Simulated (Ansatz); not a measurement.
Cell and atoms:

```
Ga N
1.0
     3.18693    0.00000    0.00000
     0.00000    3.18693    0.00000
     0.00000    0.00000    4.05630
Ga N
2 2
Direct
  0.00000 0.00000 0.00000
  0.50000 0.50000 0.50000
  0.50000 0.00000 0.25000
  0.00000 0.50000 0.75000
```

Question: Summarise the structure in words.

Answer: The solid is GaN. The lattice is body-centred tetragonal and the space group I-4m2 (No. 119). The cell comprises 2 formula units: 2 Ga, 2 N. Ga is surrounded by four N in a tetrahedral arrangement at 1.89 Å. Each N has four Ga in a tetrahedral arrangement at 1.89 Å. The bonds build a three-dimensional framework.

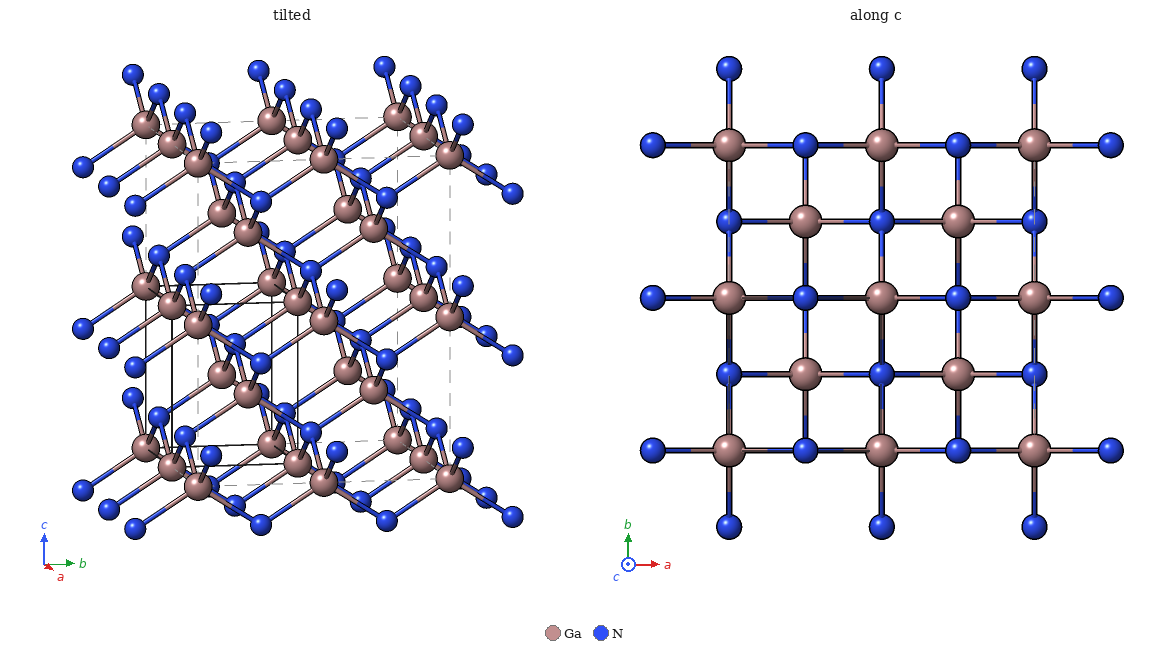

Crystal structure, ball-and-stick style, seen slightly off an axis and along the c axis. The solid frame is a single conventional unit cell within a 2×2×2 block. Some atoms of the next cells are drawn as well. Colours: gallium pink, nitrogen blue.

The model was built from a structure listed in the Materials Project. The cell was then strained or its atoms displaced on purpose. A calculation with Ansatz used it as input.

At this level of theory the cell isn't at rest (compressed, at 29 GPa), so its distances can differ from those at equilibrium, the more so the softer the solid.
